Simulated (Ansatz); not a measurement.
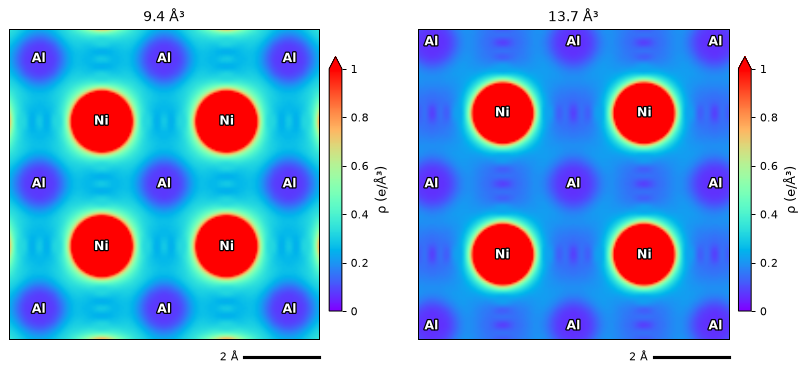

AlNi$_{3}$. The valence pseudo-density of cells scaled evenly to different volumes (given per atom above each panel), on the (010) plane of each (indices in the axes of the cell below), at one length scale and on one colour scale.

A structure from a database of computed crystals, not necessarily the ambient phase; spin-polarised.

All numbers below come from DFT, PBE, PAW with Ansatz's default frozen-core files, scalar-relativistic (Ansatz).

The largest cell:

```
CELL_PARAMETERS angstrom
3.79510 0.00000 0.00000
0.00000 3.79510 0.00000
0.00000 0.00000 3.79510
ATOMIC_POSITIONS crystal
Al 0.00000 0.00000 0.00000
Ni 0.00000 0.50000 0.50000
Ni 0.50000 0.00000 0.50000
Ni 0.50000 0.50000 0.00000
```

| volume (Å³/atom) | Al–Ni contact in the plane (Å) | ρ at its midpoint (e/Å³) | pressure (GPa) | largest moment (μB) | 
| --- | --- | --- | --- | --- |
| 9.40 | 2.369 | 0.373 | 52.5 | 0.24 | 
| 10.93 | 2.491 | ? | ? | ? | 
| 13.66 | 2.684 | 0.226 | −22.0 | 0.30 | 

What values belong in the row with question marks?

Over the known rows ln ρ falls by 1.59 per Å of Al–Ni distance (the line through the two), which gives 0.307 e/Å³ at 2.491 Å; the calculation gives 0.305 e/Å³. For the pressure, a straight line in volume between the neighbouring rows gives 25.7 GPa; the calculation gives 7.3, lower because pressure rises ever faster on compression. For the largest moment, a straight line in volume between the neighbouring rows gives 0.26 μB; the calculation gives 0.27.
